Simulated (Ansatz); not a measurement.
Run report: Ru, single-point calculation

- system: Ru (4 atoms in the cell)
- method: DFT, r2SCAN, PAW with Ansatz's default frozen-core files, scalar-relativistic, no spin polarisation (Ansatz 0.2.0)

It belongs to a series of runs on one base structure; here: bulk in the slab's orientation, PAW files.

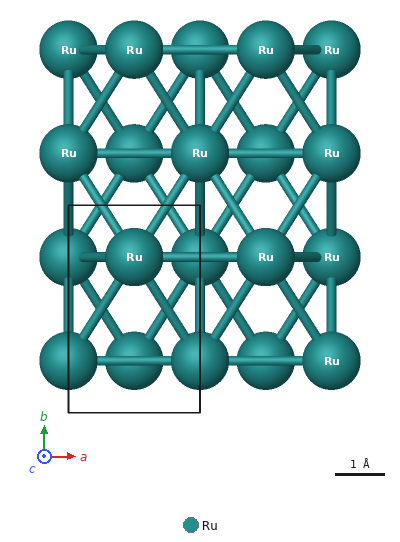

*The structure as given in the input (ball-and-stick view of the cell of the calculation, repeated 2 × 2 × 1, along the c axis). An atom can appear more than once, as a periodic image.*

Near neighbours in the periodic cell (some may lie outside the picture): Ru has 12 Ru at 2.64 to 2.70 Å.

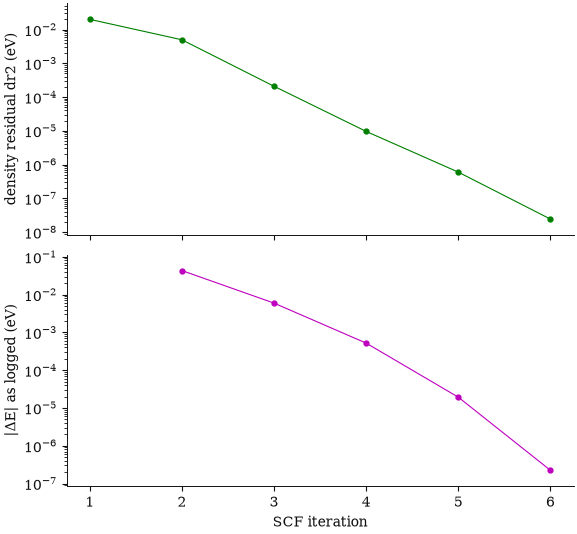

*Convergence of the self-consistent field: density residual dr2 and size of the energy change against the SCF iteration.*

The residual falls at every step.

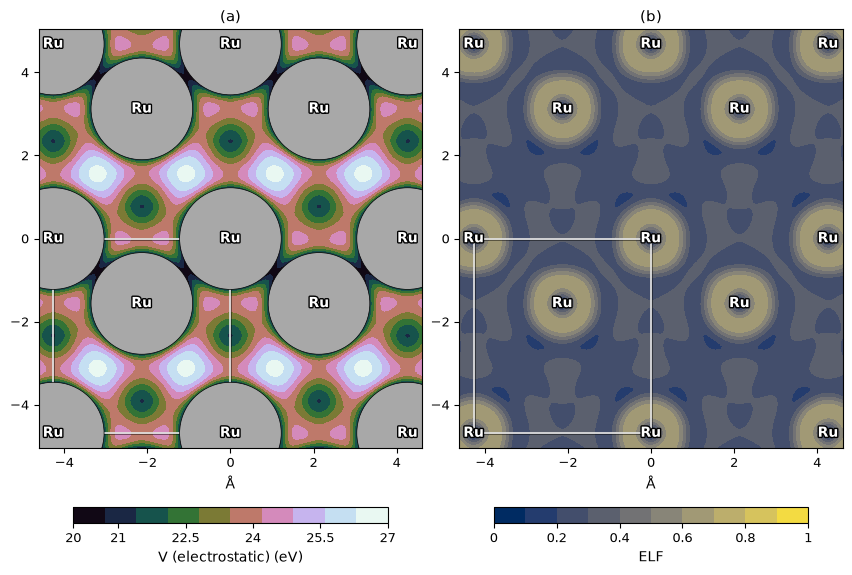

*(a) electrostatic potential (local pseudopotential plus Hartree) felt by an electron; (b) ELF on the (100) plane of the calculation cell. Grey discs, where drawn, cover atomic cores.*

Ru–Ru (2.64 Å): the ELF is about 0.35 at the midpoint; no localised pair between them. The strong features right at Ru lie inside the PAW spheres (semicore, d or f shells) and say nothing about bonding. Outside the cores the potential energy rises away from the atoms and is highest about 1.9 Å from the nearest atoms; outside the discs it spans about 6 eV, and its zero is arbitrary. In a PAW calculation such maps are meaningful between the atoms, not at the nuclei.

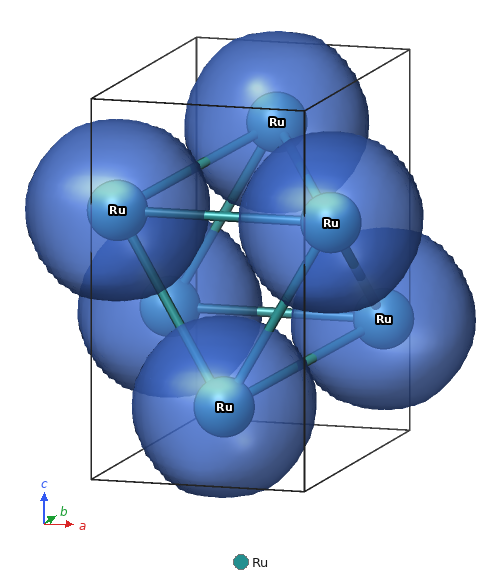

*Isosurface of the valence charge density (pseudo) at 0.5 e/Å³ (blue), seen slightly off an axis. Sticks mark near contacts. The outline is the calculation cell.*

At this value the density breaks into separate islands; it holds about 85 % of the electrons treated as valence (semicore included). It is pinched off along the Ru–Ru (2.64 Å) and Ru–Ru (2.70 Å) contacts. On the grid the lowest density along these lines, outside the cores, is 0.43 e/Å³ (Ru–Ru, 2.64 Å) and 0.38 e/Å³ (Ru–Ru, 2.70 Å).

The input that produced these results follows, with the program's output.

### Input
```yaml
crystal:
  lattice:
    - [-1.3516853734, 2.3411877425, 0.0]
    - [0.0, 0.0, 4.2640821151]
    - [4.0550561201, 2.3411877425, 0.0]
  atoms:
    - { symbol: Ru, position: [0.5, 0.25, 0.166666667] }
    - { symbol: Ru, position: [0.0, 0.25, 0.666666667] }
    - { symbol: Ru, position: [0.0, 0.75, 0.333333333] }
    - { symbol: Ru, position: [0.5, 0.75, 0.833333333] }
kpoints:
  mp_grid: { grid: [12, 8, 7] }
scf:
  occupations: { method: fermi_dirac, width: 0.08 }
hamiltonian:
  xc: r2scan
  pseudopotentials: { kind: paw }
output:
  forces: true
  stress: true
  eigenvalues: true
  write_density: true
  write_potential: true
  elf: true
  volumetric_format: npy
```

Launched with:
```bash
ansatz run input.yaml --threads 2 --pin off --max-ram 4096MiB --backend cpu --events-out ev --progress --plain --runs-dir out
```

### The program's output
```
Engine: ansatz 0.2.0, aarch64-unknown-linux-gnu
Pseudopotentials: kind: paw
Pseudopotential: Ru, paw, valence charge 16, recommended cutoff 500 eV (meta_gga), Ru.paw.azcp
Functional definition: r2SCAN
  parameter k0 = 0.174
  parameter k1 = 0.065
  parameter a1 = 4.9479
  exchange = r2scan_x(k0 = k0, k1 = k1, a1 = a1)
  correlation = r2scan_c
Crystal: 4 atoms, lattice volume = 53.976 Å³
Basis set: ecut = 500 eV, 1371 PW (Γ), exchange–correlation on 80×128×144 points (64 copies of the dense FFT grid, shifted against one another)
Bands: 39, of which v1, the nominal top of the filled ones, is band 32 counted from 1 (31 counted from 0)
Symmetry: 16 space group operations
Space group: P63/mmc (ITA 194), of the structure as read, at distance tolerance 3.8e-5 Å
k-points: 140 of 672
Non-local potential: Ru, projectors of the file, l = 0: 3, l = 1: 2, l = 2: 2, l = 3: 1
PAW form: soft (Blöchl's): semilocal exchange-correlation on the pseudo side does not see the compensation charge
PAW frozen core: Ru, regenerated for the run's functional (the file was generated under x = pbe(κ = 0.804, μ = 0.2195149727645171), c = pbe(β = 0.06672455060314922))
PAW one-centre angular grid: Ru, 590 points (default); XC on 160 Gauss nodes
Initial density: superposition of atomic densities (neutral atoms: chi_scale 0, normalization atom), corrected by the library's trained network
Initial wavefunctions: pseudopotential atomic-orbital guess
Functional: x = r2scan, c = r2scan; τ floored in thin density (d = 2e-4 eV/Å³)
SCF iter   1: F=—  HF=-23562.814142 eV  |F-HF|=—  |Δ(HF+E_count)|=         —  Δρ=1.10e-2  dr2=2.00e-2  dr2_τ=2.85e-2  ethr=1.77e-3  ⟨swp⟩=5.4  Hψ=19061  notcnv=0  defer=1
preconditioner: auto → Kerker (q_TF=auto, 2.807 Å⁻¹)  [metal: Δε(μ)=0.007 eV  Ē_g=5.556 eV  σ=0.080 eV  W_gap=0.02  n_scr=20 (ndim 8)  ℏωp=28.6 eV  f_vac=0.000  D(μ)=3.09/eV (n_scr^D=34)]
SCF iter   2: F=—  HF=-23562.857251 eV  |F-HF|=—  |Δ(HF+E_count)|=   4.31e-2  Δρ=6.06e-3  dr2=4.96e-3  dr2_τ=3.95e-4  ethr=3.13e-5  ⟨swp⟩=2.0  Hψ=12007  notcnv=0
SCF iter   3: F=—  HF=-23562.863180 eV  |F-HF|=—  |Δ(HF+E_count)|=   5.93e-3  Δρ=1.13e-3  dr2=2.08e-4  dr2_τ=4.33e-5  ethr=7.75e-6  ⟨swp⟩=2.1  Hψ=8083  notcnv=0
SCF iter   4: F=—  HF=-23562.863699 eV  |F-HF|=—  |Δ(HF+E_count)|=   5.18e-4  Δρ=2.00e-4  dr2=9.58e-6  dr2_τ=9.11e-7  ethr=3.25e-7  ⟨swp⟩=2.6  Hψ=10101  notcnv=0
SCF iter   5: F=—  HF=-23562.863718 eV  |F-HF|=—  |Δ(HF+E_count)|=   1.92e-5  Δρ=4.01e-5  dr2=5.96e-7  dr2_τ=8.08e-8  ethr=1.50e-8  ⟨swp⟩=2.0  Hψ=9575  notcnv=0
SCF iter   6: F=-23562.863718 eV  HF=-23562.863718 eV  |F-HF|=1.92e-8  |Δ(HF+E_count)|=   2.23e-7  Δρ=8.44e-6  dr2=2.42e-8  dr2_τ=5.12e-9  ethr=1.56e-10  ⟨swp⟩=9.4  Hψ=38512  notcnv=0
SCF 1 converged in 6 iterations: F = -23562.863718 eV  dr2 = 2.42e-8
  greatest PAW one-centre occupation: 0.996 electrons in one spin orbital (limit 2), on the Ru atom at site 3 (counted from 0), in its partial waves of l = 1
SCF converged after 6 iterations
Free energy (F): -23562.863718 eV
Harris-Foulkes:  -23562.863718 eV  (|F-HF|=1.92e-8)
Internal energy: -23562.799282 eV  (E = F + TS)
E sigma→0 (E₀):  -23562.831500 eV
Entropy (-TS):   -0.064436 eV (-16.109 meV/atom)
Fermi energy:    23.580873 eV
--- Per-component energies (eV) ---
  E_band       = -266.264298
  E_kinetic    = 2057.246365
  E_local      = -5001.323583  (includes V_loc(G=0)·N_el)
  E_nonlocal   = 1371.182395
  E_hartree    = 1606.500159
  E_xc         = -737.325029
  E_vxc        = -1068.224653  (∫ρ·V_xc dr)
  E_paw        = -13915.427236  (= ΣΔE_a)
  E_vpaw       = -913.315849  (= ΣTr[D̂ρ^β])
  E_aug_tail   = 0.000400  (compensation charges beyond the density's cutoff)
  E_vtau       = 75.170050  (kinetic-family band-sum trace: ∫τ·v_τ [+ j·A + Jᵃ·Aᵃ] dr)
  E_ewald      = -8942.408930
  E_core_change = -1.243822  (= ΣΔE_core)
  E_smearing   = -0.064436  (= −TS)
  E_closure    = 0.000000  (closes the sum)
  Σ components = -23562.863718   (vs F -23562.863718, Δ=0.00e0)
--- Forces (eV/Å), atoms counted from 1 ---
  atom   1  Ru    -0.00087271    -0.00050386    -0.00000000
  atom   2  Ru    -0.00087271    -0.00050386    -0.00000000
  atom   3  Ru     0.00087271     0.00050386     0.00000000
  atom   4  Ru     0.00087271     0.00050386     0.00000000
  max |Σ_I F_I| component: 2.60e-18 eV/Å
--- Stress (GPa, compression-positive) ---
        0.118744       0.129983      -0.000000
        0.129983      -0.031347       0.000000
       -0.000000       0.000000      -0.038920
  P = ⅓ Tr σ = 0.0162 GPa (0.162 kbar)
--- Band table (eV; the first three rows and the last of 140) ---
  k-point 0: bands = ["-51.7863", "-51.5916", "-51.5540", "-51.5155", "-21.5357", "-21.3260", "-21.1135", "-21.0060", "-20.7684", "-20.5978", "-20.5176", "-20.5160", "-20.4558", "-20.3291", "-20.3275", "-20.2752", "15.2065", "17.0390", "17.0806", "17.7709", "17.9169", "20.3659", "20.8396", "20.8397", "21.0585", "21.3908", "21.5549", "21.5550", "21.6759", "21.9931", "22.0650", "22.0660", "24.8071", "24.8081", "24.9660", "25.0379", "25.4830", "25.5816", "27.8298"]
  k-point 1: bands = ["-51.7780", "-51.6047", "-51.5509", "-51.5140", "-21.5166", "-21.2861", "-21.0770", "-21.0508", "-20.7568", "-20.5634", "-20.5561", "-20.5312", "-20.4491", "-20.3692", "-20.3344", "-20.2841", "15.4047", "17.1690", "17.1890", "17.9232", "17.9319", "20.4299", "20.4851", "21.0005", "21.3587", "21.3780", "21.4405", "21.4772", "21.7027", "21.8675", "21.8698", "21.9442", "23.4294", "24.7696", "24.8823", "25.1906", "25.5633", "26.4873", "26.6177"]
  k-point 2: bands = ["-51.7545", "-51.6369", "-51.5423", "-51.5145", "-21.4612", "-21.1741", "-21.1517", "-20.9736", "-20.7240", "-20.6686", "-20.5684", "-20.4914", "-20.4845", "-20.4301", "-20.3503", "-20.3110", "15.9615", "17.3927", "17.5688", "17.9163", "18.3735", "20.0110", "20.6161", "20.6686", "21.1218", "21.2336", "21.4693", "21.5322", "21.5859", "21.6415", "21.8502", "22.1319", "22.5498", "24.0522", "24.4800", "24.7846", "25.0572", "25.5054", "28.4812"]
  k-point 139: bands = ["-51.5535", "-51.5535", "-51.5535", "-51.5535", "-21.4166", "-21.4166", "-21.4166", "-21.4166", "-20.6376", "-20.6376", "-20.6376", "-20.6376", "-20.5724", "-20.5724", "-20.5724", "-20.5724", "17.2333", "17.2333", "17.2333", "17.2333", "18.8254", "18.8254", "18.8254", "18.8254", "22.3573", "22.3573", "22.3573", "22.3573", "23.9605", "23.9605", "23.9605", "23.9605", "25.2472", "25.2472", "25.2472", "25.2472", "27.2808", "27.2808", "27.2808"]
```

### File rho_z.tsv
```
# z_ang	rho[e/angstrom^3]
# format = ansatz-planar-average/11
# lattice	-1.351685373	2.341187743	0.000000000
# lattice	0.000000000	0.000000000	4.264082115
# lattice	4.055056120	2.341187743	0.000000000
# sites	4
# site	44	0.000000001	1.560791829	1.066020529
# site	44	2.703370748	1.560791829	1.066020529
# site	44	1.351685372	0.780395913	3.198061586
# site	44	2.703370745	3.121583656	3.198061586
0.000000	5.403533e-1
0.130066	6.021833e-1
0.260132	7.655271e-1
0.390198	9.798198e-1
0.520264	1.189146e0
0.650330	1.354400e0
0.780396	1.475138e0
0.910462	1.568746e0
1.040528	1.635758e0
1.170594	1.661191e0
1.300660	1.635758e0
1.430726	1.568746e0
1.560792	1.475138e0
1.690858	1.354400e0
1.820924	1.189146e0
1.950990	9.798198e-1
2.081056	7.655271e-1
2.211122	6.021833e-1
2.341188	5.403533e-1
2.471254	6.021833e-1
2.601320	7.655271e-1
2.731386	9.798198e-1
2.861452	1.189146e0
2.991518	1.354400e0
3.121584	1.475138e0
3.251650	1.568746e0
3.381716	1.635758e0
3.511782	1.661191e0
3.641848	1.635758e0
3.771914	1.568746e0
3.901980	1.475138e0
4.032046	1.354400e0
4.162112	1.189146e0
4.292178	9.798198e-1
4.422244	7.655271e-1
4.552309	6.021833e-1
```

### File v_z.tsv
```
# z_ang	v_es[eV]	v_tot[eV]
# format = ansatz-planar-average/11
# xc	r2scan
# density_cutoff_ev	2000
# datasets	Ru=:simpson_from_first_knot:soft:shift=0
# lattice	-1.351685373	2.341187743	0.000000000
# lattice	0.000000000	0.000000000	4.264082115
# lattice	4.055056120	2.341187743	0.000000000
# sites	4
# site	44	0.000000001	1.560791829	1.066020529
# site	44	2.703370748	1.560791829	1.066020529
# site	44	1.351685372	0.780395913	3.198061586
# site	44	2.703370745	3.121583656	3.198061586
0.000000	1.789332e1	4.771513e0
0.130066	1.706411e1	3.745840e0
0.260132	1.493135e1	1.176502e0
0.390198	1.222424e1	-2.088858e0
0.520264	9.499359e0	-5.414769e0
0.650330	7.038516e0	-8.396794e0
0.780396	4.856521e0	-1.113766e1
0.910462	3.029999e0	-1.358200e1
1.040528	1.791774e0	-1.534628e1
1.170594	1.350744e0	-1.601612e1
1.300660	1.791774e0	-1.534628e1
1.430726	3.029999e0	-1.358200e1
1.560792	4.856521e0	-1.113766e1
1.690858	7.038516e0	-8.396794e0
1.820924	9.499359e0	-5.414769e0
1.950990	1.222424e1	-2.088858e0
2.081056	1.493135e1	1.176502e0
2.211122	1.706411e1	3.745840e0
2.341188	1.789332e1	4.771513e0
2.471254	1.706411e1	3.745840e0
2.601320	1.493135e1	1.176502e0
2.731386	1.222424e1	-2.088858e0
2.861452	9.499359e0	-5.414769e0
2.991518	7.038516e0	-8.396794e0
3.121584	4.856521e0	-1.113766e1
3.251650	3.029999e0	-1.358200e1
3.381716	1.791774e0	-1.534628e1
3.511782	1.350744e0	-1.601612e1
3.641848	1.791774e0	-1.534628e1
3.771914	3.029999e0	-1.358200e1
3.901980	4.856521e0	-1.113766e1
4.032046	7.038516e0	-8.396794e0
4.162112	9.499359e0	-5.414769e0
4.292178	1.222424e1	-2.088858e0
4.422244	1.493135e1	1.176502e0
4.552309	1.706411e1	3.745840e0
```

### Key numbers

- outcome: converged
- space group (tolerance 0.01 Å): P6₃/mmc (194)
- electrons treated: 64
- free energy: −23562.8637 eV
- Fermi energy: 23.581 eV
- pressure: 0.02 GPa
- largest force (length of the vector): 0.001 eV/Å
- hardware: 2 threads of Arm Neoverse V2, 24 GiB of memory available, shared host
- wall time: 16 s (CPU time 31 s)
- peak memory: 0.59 GiB
